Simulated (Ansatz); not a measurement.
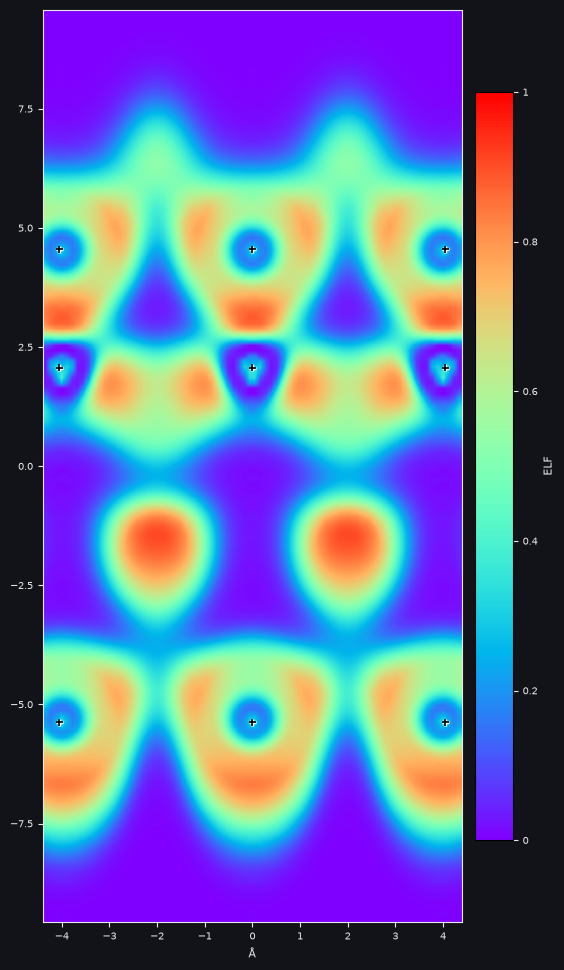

The electron localisation function on a plane through atoms (crosses mark nuclei in the plane).

All numbers below come from DFT PBE, scalar-relativistic, plane waves, PAW (Ansatz 0.2.0).

Candidates:
A. AlAs (slab), a = 4.05 Å, b = 4.05 Å, c = 25.75 Å, α = 90.00°, β = 90.00°, γ = 120.00°. Not relaxed (largest force 0.7 eV/Å).
B. C, a = 2.51 Å, b = 2.51 Å, c = 4.18 Å, α = 90.00°, β = 90.00°, γ = 120.00°. Space group P6₃/mmc.
C. HfN, a = 4.55 Å, b = 4.55 Å, c = 4.55 Å, α = 90.00°, β = 90.00°, γ = 90.00°. Space group Fm-3m; computed without spin polarisation.

Q: Which candidate gave the map?

A: Candidate A: AlAs on the (11̄0) plane of the calculation cell, a cut from vacuum to vacuum, which holds As and Al. Al–As (2.48 Å): the ELF peaks at about 0.90 between the atoms.
